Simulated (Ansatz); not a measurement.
## Geometry relaxation of ZnSe (part 1 of 2)

System: ZnSe (slab, 8 atoms in the cell).
Method: DFT PBE, scalar-relativistic, plane waves, PAW, no spin polarisation (Ansatz 0.2.0).

The structure derives from an entry of the Crystallography Open Database. The input holds or restrains some coordinates. Forces given for the steps count only the free coordinates. It belongs to a series of runs on one base structure; here: clean surface, atoms relaxed. Figures and captions count atoms from 1; the log counts them from 0 in places.

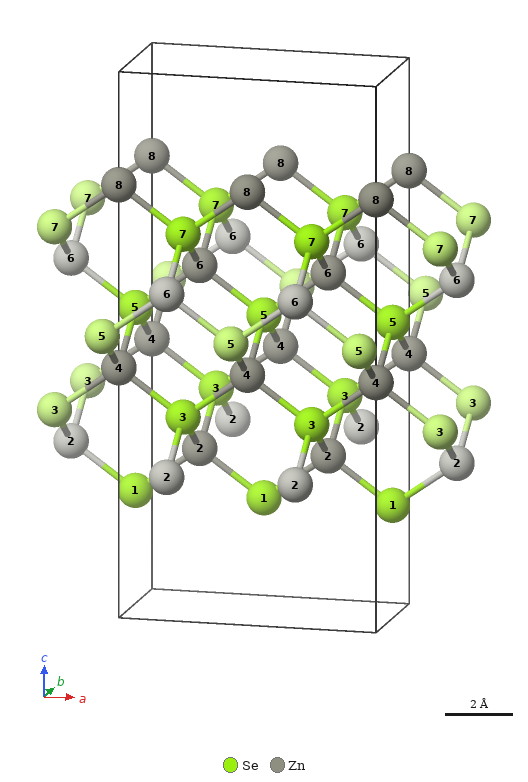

*The starting structure (ball-and-stick view of the 2 × 1 repeat of the cell, with the vacuum cut short, seen slightly off an axis; neighbours outside the cell are drawn fainter; atoms are numbered from 1 in the order of the input). An atom can appear more than once, as a periodic image.*

Near neighbours in the periodic cell (some may lie outside the picture): Se has 2 Zn at 2.45 Å; Zn has 4 Se at 2.45 Å; Se has 4 Zn at 2.45 Å; Zn has 2 Se at 2.45 Å.

## Input
```yaml
crystal:
  lattice:
    - [4.00759839, 0.0, 0.0]
    - [0.0, 4.00759839, 0.0]
    - [0.0, 0.0, 26.9182999273]
  atoms:
    - { symbol: Se, position: [0.0, 0.5, 0.3157703132] }
    - { symbol: Zn, position: [0.5, 0.5, 0.3684073696] }
    - { symbol: Se, position: [0.5, 0.0, 0.4210444155] }
    - { symbol: Zn, position: [0.0, 0.0, 0.4736814718] }
    - { symbol: Se, position: [0.0, 0.5, 0.5263185282] }
    - { symbol: Zn, position: [0.5, 0.5, 0.5789555845] }
    - { symbol: Se, position: [0.5, 0.0, 0.6315926304] }
    - { symbol: Zn, position: [0.0, 0.0, 0.6842296868] }
basis:
  ecutwfc: 420.0
  fft_grid_basis: typed
kpoints:
  mp_grid: { grid: [7, 7, 1] }
hamiltonian:
  xc: pbe
  pseudopotentials: { kind: paw }
scf:
  occupations: { method: gaussian, width: 0.05 }
output:
  forces: true
  eigenvalues: true
efield:
  axis: 3
  dipole_correction: true
  ramp_width: 0.04
relax:
  adjacent_minimum: "off"
  f_tol: 0.04
  max_steps: 40
  constraints: [{ sites: [0, 1, 2, 3] }]
```

Run as:
```bash
ansatz run input.yaml --threads 2 --pin off --max-ram 4423MiB --backend cpu --events-out ev --progress --plain --runs-dir out
```

## Output
```
Engine: ansatz 0.2.0, x86_64-unknown-linux-gnu
Pseudopotentials: kind: paw
Pseudopotential: Se, paw, valence charge 16, recommended cutoff 420 eV (normal), Se.paw.azcp
Pseudopotential: Zn, paw, valence charge 12, recommended cutoff 420 eV (normal), Zn.paw.azcp
Functional definition: PBE
  parameter kappa = 0.804
  parameter beta = 0.06672455060314922
  exchange = pbe_x(kappa = kappa, mu = beta*pi^2/3)
  correlation = pbe_c(beta = beta)
Crystal: 8 atoms, lattice volume = 432.331 Å³
Basis set: ecut = 420 eV, 8425 PW (Γ), exchange–correlation on 54×54×360 points (8 copies of the dense FFT grid, shifted against one another)
Bands: 68, of which v1, the nominal top of the filled ones, is band 56 counted from 1 (55 counted from 0)
Symmetry: 4 space group operations
Space group: Pmm2 (ITA 25), of the structure as read, at distance tolerance 7.6e-5 Å
k-points: 16 of 49
Non-local potential: Se, projectors of the file, l = 0: 2, l = 1: 2, l = 2: 3, l = 3: 1
Non-local potential: Zn, projectors of the file, l = 0: 2, l = 1: 2, l = 2: 3, l = 3: 1
PAW form: soft (Blöchl's): semilocal exchange-correlation on the pseudo side does not see the compensation charge
PAW one-centre angular grid: Se, 590 points (default); XC on 64 Gauss nodes
PAW one-centre angular grid: Zn, 590 points (default); XC on 64 Gauss nodes
Initial density: superposition of atomic densities (neutral atoms: chi_scale 0, normalization atom), corrected by the library's trained network
Initial wavefunctions: pseudopotential atomic-orbital guess
Functional: x = pbe(κ = 0.804, μ = 0.2195149727645171), c = pbe(β = 0.06672455060314922)
SCF iter   1: F=—  HF=-35154.884912 eV  |F-HF|=—  |Δ(HF+E_count)|=         —  Δρ=2.16e-3  dr2=3.69e-2  ethr=1.77e-3  p=0.216 e·Å  D=9.05e-2 V/Å  ΔV_dip=-2.44 eV  dr2_dipole=5.48e-3  V_vac-E_F(+/−)=4.08/6.52 eV  ⟨swp⟩=8.9  Hψ=4895  notcnv=0  defer=44
efield: sawtooth ramp at fractional position 0.9800 (placed from the atoms, in the widest stretch of the axis that holds none; the zero of the levels goes with the place), width 0.0400; the density the first Hamiltonian is built on has a dipole p = 0.216 e·Å; the dipole correction subtracts the counter field D = 9.05e-2 V/Å, which shifts the + side's vacuum level by -2.44 eV against the − side's; the planar-averaged density in the ramp window peaks in size at 9.2e-6 e/Å³
preconditioner: auto → LDOS  [metal: Δε(μ)=0.017 eV  Ē_g=10.312 eV  σ=0.050 eV  W_gap=0.19  n_scr=70 (ndim 8)  ℏωp=15.2 eV  f_vac=0.538  D(μ)=2.57/eV (n_scr^D=8)  β→1.0]
SCF iter   2: F=—  HF=-35154.880481 eV  |F-HF|=—  |Δ(HF+E_count)|=   4.43e-3  Δρ=1.25e-3  dr2=1.68e-2  ethr=3.30e-5  p=0.219 e·Å  D=9.17e-2 V/Å  ΔV_dip=-2.47 eV  dr2_dipole=4.82e-3  V_vac-E_F(+/−)=4.09/6.56 eV  ⟨swp⟩=2.1  Hψ=1894  notcnv=0  defer=91
SCF iter   3: F=—  HF=-35154.878292 eV  |F-HF|=—  |Δ(HF+E_count)|=   2.19e-3  Δρ=5.02e-4  dr2=1.19e-3  ethr=1.50e-5  p=0.218 e·Å  D=9.14e-2 V/Å  ΔV_dip=-2.46 eV  dr2_dipole=5.13e-5  V_vac-E_F(+/−)=4.12/6.58 eV  ⟨swp⟩=2.0  Hψ=1613  notcnv=0  defer=91
SCF iter   4: F=—  HF=-35154.878266 eV  |F-HF|=—  |Δ(HF+E_count)|=   2.54e-5  Δρ=4.42e-4  dr2=6.34e-4  ethr=1.07e-6  p=0.217 e·Å  D=9.09e-2 V/Å  ΔV_dip=-2.45 eV  dr2_dipole=3.22e-9  V_vac-E_F(+/−)=4.13/6.58 eV  ⟨swp⟩=2.0  Hψ=1606  notcnv=0  defer=91
SCF iter   5: F=—  HF=-35154.878018 eV  |F-HF|=—  |Δ(HF+E_count)|=   2.48e-4  Δρ=1.40e-4  dr2=1.22e-4  ethr=5.66e-7  p=0.216 e·Å  D=9.05e-2 V/Å  ΔV_dip=-2.44 eV  dr2_dipole=1.76e-7  V_vac-E_F(+/−)=4.14/6.58 eV  ⟨swp⟩=2.0  Hψ=1661  notcnv=0  defer=91
SCF iter   6: F=-35154.877960 eV  HF=-35154.877996 eV  |F-HF|=3.61e-5  |Δ(HF+E_count)|=   2.24e-5  Δρ=6.97e-5  dr2=3.47e-5  ethr=3.57e-8  p=0.215 e·Å  D=9.01e-2 V/Å  ΔV_dip=-2.43 eV  dr2_dipole=7.14e-8  V_vac-E_F(+/−)=4.16/6.58 eV  ⟨swp⟩=14.9  Hψ=6316  notcnv=0
SCF 1 converged in 6 iterations: F = -35154.877960 eV  dr2 = 3.47e-5
  greatest PAW one-centre occupation: 1.000 electrons in one spin orbital (limit 2), on the Se atom at site 0 (counted from 0), in its partial waves of l = 2
relax step   1: F+E_penalty+E_count = -35154.87795982 eV  Δ(F+E_penalty+E_count) = +0.000e0 eV  max|allowed force component| = 4.979e-1 eV/Å  Δτ_max = 0.0000 Å  (6 SCF iters, dr2 threshold 4.00e-5 eV, accepted)
Initial density: handed on by an earlier stage of this run
Initial wavefunctions: those handed on with the density
iter 1 solved again at ethr=6.77e-5 eV; its pass at ethr=3.10e-3 eV (dr2=7.58e-2 eV) is discarded
SCF iter   1: F=—  HF=-35154.935871 eV  |F-HF|=—  |Δ(HF+E_count)|=         —  Δρ=3.01e-3  dr2=7.73e-2  ethr=6.77e-5  p=0.215 e·Å  D=9.01e-2 V/Å  ΔV_dip=-2.43 eV  dr2_dipole=2.21e-2  V_vac-E_F(+/−)=4.18/6.60 eV  ⟨swp⟩=1.4  Hψ=4044  notcnv=0  defer=92
efield: sawtooth ramp at fractional position 0.9800 (handed on by an earlier solve), width 0.0400; the density the first Hamiltonian is built on has a dipole p = 0.215 e·Å; the dipole correction subtracts the counter field D = 9.01e-2 V/Å, which shifts the + side's vacuum level by -2.43 eV against the − side's; the planar-averaged density in the ramp window peaks in size at 5.3e-6 e/Å³
preconditioner: auto → LDOS  [insulator: Δε(μ)=0.106 eV  Ē_g=10.264 eV  σ=0.050 eV  W_gap=0.57  n_scr=70 (ndim 8)  ℏωp=15.2 eV  f_vac=0.532  D(μ)=2.92/eV (n_scr^D=8)  ε∞_Penn≈3.2  β→1.0]
SCF iter   2: F=—  HF=-35154.933388 eV  |F-HF|=—  |Δ(HF+E_count)|=   2.48e-3  Δρ=1.36e-3  dr2=7.36e-2  ethr=6.77e-5  p=0.212 e·Å  D=8.88e-2 V/Å  ΔV_dip=-2.39 eV  dr2_dipole=4.07e-2  V_vac-E_F(+/−)=4.17/6.56 eV  ⟨swp⟩=2.0  Hψ=1670  notcnv=0  defer=92
SCF iter   3: F=—  HF=-35154.929064 eV  |F-HF|=—  |Δ(HF+E_count)|=   4.32e-3  Δρ=6.28e-4  dr2=2.46e-3  ethr=6.57e-5  p=0.213 e·Å  D=8.92e-2 V/Å  ΔV_dip=-2.40 eV  dr2_dipole=9.18e-4  V_vac-E_F(+/−)=4.18/6.58 eV  ⟨swp⟩=2.0  Hψ=1871  notcnv=0  defer=89
SCF iter   4: F=—  HF=-35154.929446 eV  |F-HF|=—  |Δ(HF+E_count)|=   3.83e-4  Δρ=6.78e-4  dr2=3.00e-3  ethr=2.20e-6  p=0.213 e·Å  D=8.93e-2 V/Å  ΔV_dip=-2.40 eV  dr2_dipole=9.45e-4  V_vac-E_F(+/−)=4.18/6.58 eV  ⟨swp⟩=2.0  Hψ=1579  notcnv=0  defer=89
SCF iter   5: F=—  HF=-35154.928730 eV  |F-HF|=—  |Δ(HF+E_count)|=   7.16e-4  Δρ=1.70e-4  dr2=5.05e-4  ethr=2.20e-6  p=0.213 e·Å  D=8.92e-2 V/Å  ΔV_dip=-2.40 eV  dr2_dipole=2.48e-4  V_vac-E_F(+/−)=4.18/6.58 eV  ⟨swp⟩=2.0  Hψ=1483  notcnv=0  defer=89
SCF iter   6: F=—  HF=-35154.928680 eV  |F-HF|=—  |Δ(HF+E_count)|=   5.04e-5  Δρ=6.16e-5  dr2=9.52e-5  ethr=4.51e-7  p=0.213 e·Å  D=8.93e-2 V/Å  ΔV_dip=-2.40 eV  dr2_dipole=4.36e-5  V_vac-E_F(+/−)=4.18/6.58 eV  ⟨swp⟩=2.0  Hψ=1576  notcnv=0  defer=89
SCF iter   7: F=—  HF=-35154.928671 eV  |F-HF|=—  |Δ(HF+E_count)|=   8.78e-6  Δρ=4.13e-5  dr2=1.60e-5  ethr=8.50e-8  p=0.214 e·Å  D=8.94e-2 V/Å  ΔV_dip=-2.41 eV  dr2_dipole=6.68e-7  V_vac-E_F(+/−)=4.18/6.58 eV  ⟨swp⟩=2.0  Hψ=1479  notcnv=0  defer=89
SCF iter   8: F=-35154.928664 eV  HF=-35154.928669 eV  |F-HF|=5.27e-6  |Δ(HF+E_count)|=   1.34e-6  Δρ=1.99e-5  dr2=4.68e-6  ethr=1.38e-8  p=0.214 e·Å  D=8.94e-2 V/Å  ΔV_dip=-2.41 eV  dr2_dipole=7.37e-7  V_vac-E_F(+/−)=4.18/6.58 eV  ⟨swp⟩=12.5  Hψ=4848  notcnv=0
SCF 2 converged in 8 iterations: F = -35154.928664 eV  dr2 = 4.68e-6
relax step   2: F+E_penalty+E_count = -35154.92866421 eV  Δ(F+E_penalty+E_count) = -5.070e-2 eV  max|allowed force component| = 2.376e-1 eV/Å  Δτ_max = 0.1735 Å  (8 SCF iters, dr2 threshold 1.55e-5 eV, accepted)
SCF iter   1: F=—  HF=-35154.939439 eV  |F-HF|=—  |Δ(HF+E_count)|=         —  Δρ=1.32e-3  dr2=9.77e-3  ethr=1.07e-4  p=0.214 e·Å  D=8.94e-2 V/Å  ΔV_dip=-2.41 eV  dr2_dipole=8.48e-5  V_vac-E_F(+/−)=4.17/6.57 eV  ⟨swp⟩=4.5  Hψ=2598  notcnv=0  defer=89
efield: sawtooth ramp at fractional position 0.9800 (handed on by an earlier solve), width 0.0400; the density the first Hamiltonian is built on has a dipole p = 0.214 e·Å; the dipole correction subtracts the counter field D = 8.94e-2 V/Å, which shifts the + side's vacuum level by -2.41 eV against the − side's; the planar-averaged density in the ramp window peaks in size at 8.3e-6 e/Å³
preconditioner: auto → LDOS  [insulator: Δε(μ)=0.071 eV  Ē_g=10.236 eV  σ=0.050 eV  W_gap=0.64  n_scr=70 (ndim 8)  ℏωp=15.2 eV  f_vac=0.530  D(μ)=2.60/eV (n_scr^D=8)  ε∞_Penn≈3.2  β→1.0]
SCF iter   2: F=—  HF=-35154.938581 eV  |F-HF|=—  |Δ(HF+E_count)|=   8.58e-4  Δρ=5.81e-4  dr2=6.01e-3  ethr=8.72e-6  p=0.215 e·Å  D=9.02e-2 V/Å  ΔV_dip=-2.43 eV  dr2_dipole=1.92e-3  V_vac-E_F(+/−)=4.15/6.58 eV  ⟨swp⟩=2.0  Hψ=1938  notcnv=0  defer=89
SCF iter   3: F=—  HF=-35154.937876 eV  |F-HF|=—  |Δ(HF+E_count)|=   7.05e-4  Δρ=2.71e-4  dr2=3.16e-4  ethr=5.36e-6  p=0.215 e·Å  D=9.01e-2 V/Å  ΔV_dip=-2.43 eV  dr2_dipole=9.30e-6  V_vac-E_F(+/−)=4.15/6.58 eV  ⟨swp⟩=2.0  Hψ=1605  notcnv=0  defer=89
SCF iter   4: F=—  HF=-35154.937911 eV  |F-HF|=—  |Δ(HF+E_count)|=   3.59e-5  Δρ=1.91e-4  dr2=1.13e-4  ethr=2.82e-7  p=0.215 e·Å  D=9.01e-2 V/Å  ΔV_dip=-2.43 eV  dr2_dipole=6.46e-6  V_vac-E_F(+/−)=4.15/6.58 eV  ⟨swp⟩=2.0  Hψ=1574  notcnv=0  defer=89
SCF iter   5: F=—  HF=-35154.937866 eV  |F-HF|=—  |Δ(HF+E_count)|=   4.57e-5  Δρ=5.00e-5  dr2=2.50e-5  ethr=1.01e-7  p=0.215 e·Å  D=9.01e-2 V/Å  ΔV_dip=-2.43 eV  dr2_dipole=3.93e-6  V_vac-E_F(+/−)=4.15/6.58 eV  ⟨swp⟩=2.0  Hψ=1445  notcnv=0  defer=89
SCF iter   6: F=—  HF=-35154.937862 eV  |F-HF|=—  |Δ(HF+E_count)|=   3.68e-6  Δρ=1.90e-5  dr2=7.30e-6  ethr=2.23e-8  p=0.215 e·Å  D=9.01e-2 V/Å  ΔV_dip=-2.43 eV  dr2_dipole=2.61e-6  V_vac-E_F(+/−)=4.15/6.58 eV  ⟨swp⟩=2.0  Hψ=1420  notcnv=0  defer=89
SCF iter   7: F=-35154.937861 eV  HF=-35154.937862 eV  |F-HF|=8.33e-7  |Δ(HF+E_count)|=   3.62e-7  Δρ=7.38e-6  dr2=1.02e-6  ethr=3.15e-9  p=0.215 e·Å  D=9.01e-2 V/Å  ΔV_dip=-2.43 eV  dr2_dipole=1.42e-7  V_vac-E_F(+/−)=4.15/6.58 eV  ⟨swp⟩=11.9  Hψ=4745  notcnv=0
SCF 3 converged in 7 iterations: F = -35154.937861 eV  dr2 = 1.02e-6
relax step   3: F+E_penalty+E_count = -35154.93786086 eV  Δ(F+E_penalty+E_count) = -9.197e-3 eV  max|allowed force component| = 5.083e-2 eV/Å  Δτ_max = 0.0676 Å  (7 SCF iters, dr2 threshold 3.53e-6 eV, accepted)
SCF iter   1: F=—  HF=-35154.938155 eV  |F-HF|=—  |Δ(HF+E_count)|=         —  Δρ=1.89e-4  dr2=2.60e-3  ethr=5.73e-7  p=0.215 e·Å  D=9.01e-2 V/Å  ΔV_dip=-2.43 eV  dr2_dipole=1.51e-3  V_vac-E_F(+/−)=4.14/6.57 eV  ⟨swp⟩=2.6  Hψ=2081  notcnv=0  defer=89
efield: sawtooth ramp at fractional position 0.9800 (handed on by an earlier solve), width 0.0400; the density the first Hamiltonian is built on has a dipole p = 0.215 e·Å; the dipole correction subtracts the counter field D = 9.01e-2 V/Å, which shifts the + side's vacuum level by -2.43 eV against the − side's; the planar-averaged density in the ramp window peaks in size at 7.9e-6 e/Å³
preconditioner: auto → LDOS  [insulator: Δε(μ)=0.080 eV  Ē_g=10.236 eV  σ=0.050 eV  W_gap=0.70  n_scr=70 (ndim 8)  ℏωp=15.2 eV  f_vac=0.530  D(μ)=2.56/eV (n_scr^D=8)  ε∞_Penn≈3.2  β→1.0]
SCF iter   2: F=—  HF=-35154.938092 eV  |F-HF|=—  |Δ(HF+E_count)|=   6.27e-5  Δρ=1.17e-4  dr2=5.69e-4  ethr=5.73e-7  p=0.217 e·Å  D=9.07e-2 V/Å  ΔV_dip=-2.44 eV  dr2_dipole=3.69e-4  V_vac-E_F(+/−)=4.14/6.58 eV  ⟨swp⟩=2.0  Hψ=1378  notcnv=0  defer=89
SCF iter   3: F=—  HF=-35154.938075 eV  |F-HF|=—  |Δ(HF+E_count)|=   1.66e-5  Δρ=6.74e-5  dr2=1.80e-5  ethr=5.08e-7  p=0.216 e·Å  D=9.05e-2 V/Å  ΔV_dip=-2.44 eV  dr2_dipole=7.79e-8  V_vac-E_F(+/−)=4.14/6.58 eV  ⟨swp⟩=2.0  Hψ=1139  notcnv=0  defer=89
SCF iter   4: F=—  HF=-35154.938160 eV  |F-HF|=—  |Δ(HF+E_count)|=   8.43e-5  Δρ=2.07e-5  dr2=6.81e-6  ethr=1.61e-8  p=0.216 e·Å  D=9.05e-2 V/Å  ΔV_dip=-2.44 eV  dr2_dipole=2.14e-6  V_vac-E_F(+/−)=4.14/6.58 eV  ⟨swp⟩=2.0  Hψ=1531  notcnv=0  defer=89
SCF iter   5: F=—  HF=-35154.938159 eV  |F-HF|=—  |Δ(HF+E_count)|=   7.04e-7  Δρ=8.46e-6  dr2=1.93e-6  ethr=6.08e-9  p=0.216 e·Å  D=9.05e-2 V/Å  ΔV_dip=-2.44 eV  dr2_dipole=7.08e-7  V_vac-E_F(+/−)=4.14/6.58 eV  ⟨swp⟩=2.0  Hψ=1414  notcnv=0  defer=89
SCF iter   6: F=—  HF=-35154.938159 eV  |F-HF|=—  |Δ(HF+E_count)|=   1.94e-7  Δρ=3.74e-6  dr2=3.69e-7  ethr=1.73e-9  p=0.216 e·Å  D=9.04e-2 V/Å  ΔV_dip=-2.43 eV  dr2_dipole=1.22e-7  V_vac-E_F(+/−)=4.14/6.58 eV  ⟨swp⟩=2.0  Hψ=1126  notcnv=0  defer=89
SCF iter   7: F=-35154.938159 eV  HF=-35154.938159 eV  |F-HF|=1.34e-8  |Δ(HF+E_count)|=   4.49e-8  Δρ=1.95e-6  dr2=2.50e-8  ethr=8.93e-11  p=0.216 e·Å  D=9.04e-2 V/Å  ΔV_dip=-2.43 eV  dr2_dipole=6.91e-9  V_vac-E_F(+/−)=4.14/6.58 eV  ⟨swp⟩=11.7  Hψ=4890  notcnv=0
SCF 4 converged in 7 iterations: F = -35154.938159 eV  dr2 = 2.50e-8
relax step   4: F+E_penalty+E_count = -35154.93815871 eV  Δ(F+E_penalty+E_count) = -2.979e-4 eV  max|allowed force component| = 5.024e-3 eV/Å  Δτ_max = 0.0056 Å  (7 SCF iters, accepted)
```

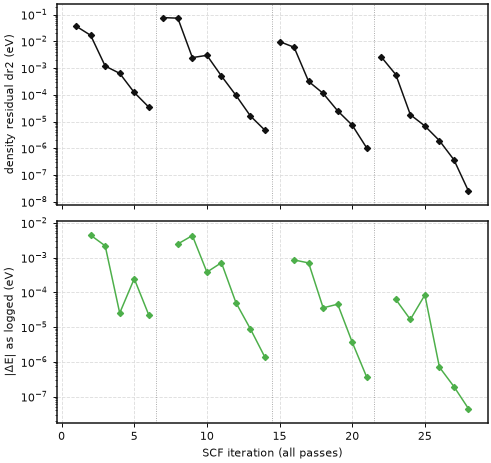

*Convergence of the self-consistent field: density residual dr2 and size of the energy change against the SCF iteration. The dotted lines part the SCF passes of the relaxation: geometry steps, rejected trials and re-solves on a re-selected basis.*

The passes take 6, 8, 7 and 7 iterations.
